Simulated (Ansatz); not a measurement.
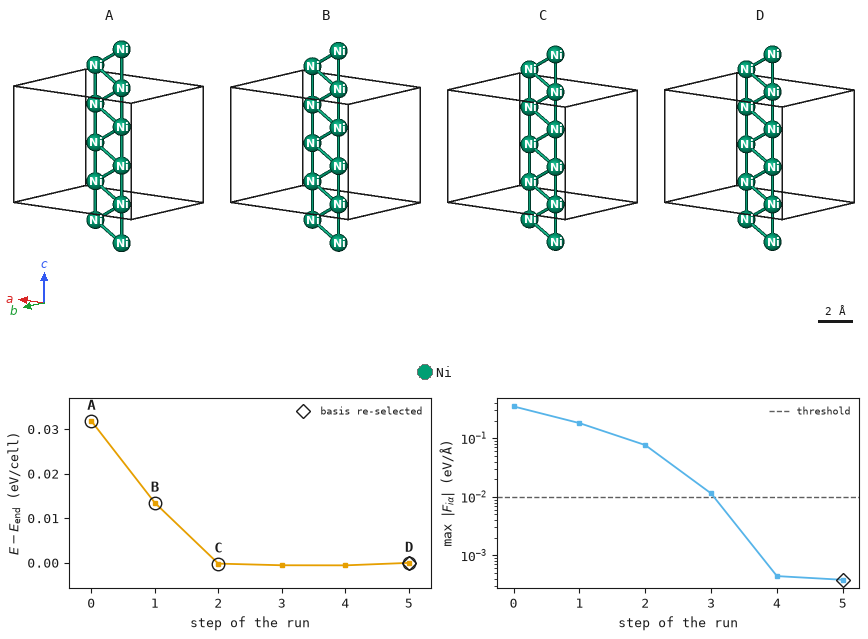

Frames of a relaxation of a wire of composition Ni, marked on the history of the run. Style: ball-and-stick. Shown: the 3 repeat of the cell, with the vacuum cut short, from a free direction.

Case: strip chain of atoms.

All numbers below come from DFT PBE, scalar-relativistic, plane waves, PAW in Ansatz.

Input file:
```yaml
crystal:
  lattice:
    - [11.0, 0.0, 0.0]
    - [0.0, 9.3, 0.0]
    - [0.0, 0.0, 2.3734927641]
  atoms:
    - { symbol: Ni, position: [0.4083986498, 0.5, 0.0], spin: 1.5 }
    - { symbol: Ni, position: [0.5916013502, 0.5, 0.5], spin: 1.5 }
basis:
  ecutwfc: 420
kpoints:
  mp_grid: { grid: [1, 1, 27] }
hamiltonian:
  xc: pbe
scf:
  occupations: { method: gaussian, width: 0.05 }
output:
  forces: true
  stress: true
  eigenvalues: true
  populations: true
  write_density: true
  write_potential: true
  elf: true
  volumetric_format: npy
magnetization:
  spin_polarized: true
relax:
  adjacent_minimum: "off"
  f_tol: 0.01
  max_steps: 45
  cell: { fix: [a, b, alpha, beta, gamma], stress_tol: 0.03 }
```

Launched with:
```bash
ansatz run input.yaml --threads 2 --pin off --max-ram 5120MiB --backend cpu --events-out ev --progress --plain --runs-dir out
```

Question: What happens along the run?

Answer: Over 4 accepted moves (5 points after the start) the energy falls by 31.9 meV per cell of the calculation. Largest force component: 0.35 eV/Å at the start, 0.00038 eV/Å at the end. The SCF was repeated once at an unchanged geometry on a basis and grid sized afresh for the cell, which shifted the energy by 0.6 meV per cell of the calculation at most. The largest moves relative to the layer's centre, 0.006 Å, are those of Ni1 and Ni2. Along the periodic axis the drawn cell goes c 7.120 → 6.890 Å (−3.2 %). Some distances before and after: Ni1–Ni1 2.373 → 2.297 Å, Ni1–Ni2 2.339 → 2.310 Å. The run took 14 s on 2 threads of AMD EPYC 9R45 96-Core Processor (Zen 5) (shared host), peak memory 0.62 GiB. From step 0 to 1: energy −18.4 meV per cell of the calculation. From step 1 to 2: energy −13.7 meV per cell of the calculation. From step 2 to 5: energy +0.2 meV per cell of the calculation.

```tsv
step	E − E(0), meV/atom	largest force component, eV/Å	note
0	0.00	0.3501	
1	-9.20	0.1817	
2	-16.03	0.0765	
3	-16.22	0.0114	
4	-16.23	0.0004	
5	-15.95	0.0004	same geometry, new basis
```

Limits of the set-up: the k-point mesh is coarse for a cell with partly filled bands.
